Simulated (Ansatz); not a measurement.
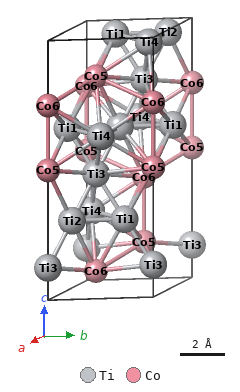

Starting structure of solid Ti₂Co (set up in R-3m). Style: ball-and-stick. Shown: the conventional cell (3 times the calculation's cell), slightly off an axis. Lengths and directions refer to the drawn axes.

Case: biaxial strain in the a-b plane of -1.0 %; c and atoms relaxed.

These are results of Ansatz, DFT PBEsol, scalar-relativistic, plane waves, PAW, not measurements.

Input file:
```yaml
crystal:
  lattice:
    - [0.0, 3.4546179827, 3.4546179827]
    - [3.4546179827, 0.0, 3.4546179827]
    - [3.4918394559, 3.4918394559, -0.0372214732]
  atoms:
    - { symbol: Ti, position: [0.125, 0.125, 0.125] }
    - { symbol: Ti, position: [0.625, 0.125, 0.125] }
    - { symbol: Ti, position: [0.125, 0.125, 0.625] }
    - { symbol: Ti, position: [0.125, 0.625, 0.125] }
    - { symbol: Co, position: [0.5, 0.5, 0.5], spin: 1.11 }
    - { symbol: Co, position: [0.75, 0.75, 0.75], spin: 1.11 }
basis:
  ecutwfc: 420
kpoints:
  mp_grid: { grid: [10, 10, 10] }
hamiltonian:
  xc: pbesol
scf:
  occupations: { method: gaussian, width: 0.1 }
output:
  forces: true
  stress: true
  eigenvalues: true
  populations: true
magnetization:
  spin_polarized: true
relax:
  adjacent_minimum: "off"
  f_tol: 0.008
  max_steps: 40
  cell: { stress_tol: 0.015, fix: [a, b, gamma] }
```

Launched with:
```bash
ansatz run input.yaml --threads 1 --pin off --max-ram 2560MiB --backend cpu --events-out ev --progress --plain --runs-dir out
```

Where does the relaxation end?

The largest moves relative to the cell, 0.005 Å, are those of Co5 and Co6. Co6 goes along +c. Ti stays in place. Cell: a = b unchanged at 4.886 Å, c 12.161 → 12.253 Å (+0.8 %). Volume +0.8 %. Some distances before and after: Co5–Co6 3.040 → 3.073 Å, Ti1–Ti3 2.469 → 2.482 Å, Ti1–Co5 2.900 → 2.912 Å, Ti1–Co5 (another image) 2.877 → 2.886 Å. The space group stays R-3m (No. 166). The energy falls by 0.4 meV per atom in 3 accepted moves (4 points after the start). The largest force component goes from 0.0052 to under 0.0001 eV/Å. The pressure goes from 1.67 to 0.76 GPa. At 1 point the geometry stayed and the basis and grid were re-selected for the new cell (energy shift of less than 0.05 meV per atom at most each time). Cost: 4.3 min on 1 thread of Intel(R) Xeon(R) 6975P-C (Granite Rapids) (shared host), peak memory 0.97 GiB.
